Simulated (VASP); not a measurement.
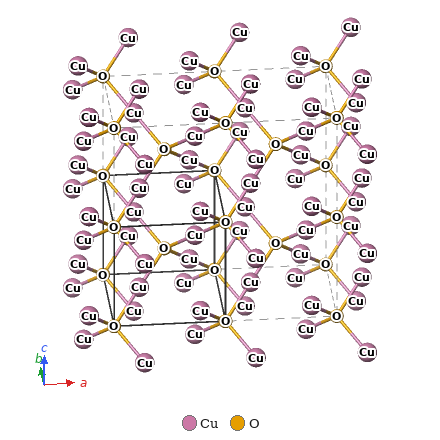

Cu2O (space group Pn-3m, No. 224). Coordinates: an entry of the Crystallography Open Database, as set up for an electronic-structure calculation.

Bonds are taken as Cu–O below 2.1 Å. Atoms with one bond or none are removed and atoms with two bonds are replaced by edges, until no such atom is left.

Question: What kind of net remains, and which atoms are its nodes?

Answer: A uninodal 4-connected, three-periodic net: O is a 4-connected node. Cu becomes part of the edges.

Question: Which named net is it?

Answer: It is the dia net, known from diamond, zinc blende and cristobalite.

Question: Is the net interpenetrated?

Answer: Two identical nets interpenetrate without a bond between them.

Question: Give the point symbol of each node (shortest cycle at each angle).

Answer: O: 6⁶.

The simplified net, drawn on the atoms' positions. Colours tell the separate nets apart. Edges to nodes outside the piece are drawn as stubs.

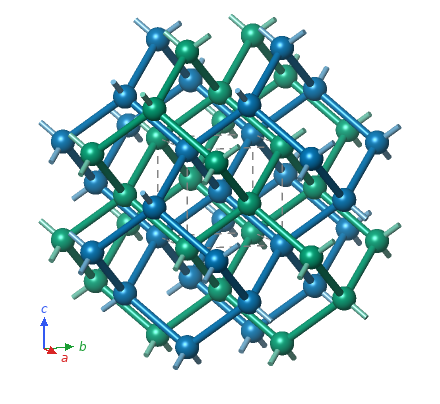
